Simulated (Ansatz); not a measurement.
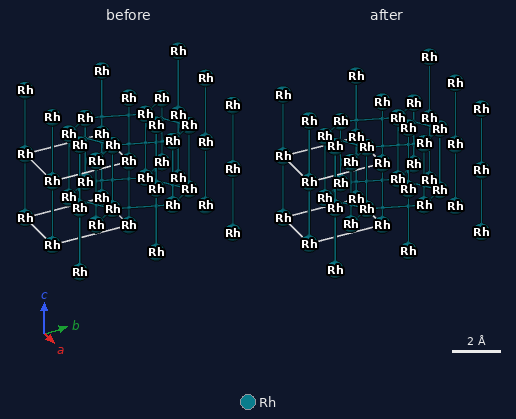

The structure of crystalline Rh (built on the omega_191 type) (coarse preliminary run) before (left) and after (right) a relaxation, at one scale.

The picture is a ball-and-stick view of the cell of the calculation, repeated 2 × 2 × 2 with one cell outlined, seen slightly off an axis.

Case: omega type (P6/mmm, No. 191).

Method: DFT r2SCAN, scalar-relativistic, plane waves, PAW (Ansatz 0.2.0). Settings: plane-wave cutoff 500 eV; k-point mesh 6 × 6 × 6; occupations gaussian; smearing width 0.1 eV; no spin polarisation; cell and atoms relaxed; force threshold 0.04 eV/Å; at most 70 steps.

**What changed between the two?**

Over 3 accepted moves (4 points after the start) the energy falls by 0.495 eV per cell of the calculation. All forces vanish by symmetry, so only the cell relaxes. Pressure: −23.99 GPa at the start and −0.08 GPa at the end. At 1 point the geometry stayed and the basis and grid were re-selected for the new cell (energy shift of 1.1 meV per cell of the calculation at most each time). No atom moves by more than 0.005 Å relative to the cell. The drawn cell changes as follows: a = b 4.490 → 4.288 Å (−4.5 %), c 2.752 → 2.660 Å (−3.3 %); the volume changes by −11.8 %. Near-neighbour distances that change, for instance: Rh–Rh 2.935 → 2.810 Å, Rh–Rh 2.592 → 2.475 Å, Rh–Rh 2.752 → 2.660 Å. The space group stays P6/mmm (No. 191).

Limits of the set-up: the k-point mesh is coarse for a cell with partly filled bands.
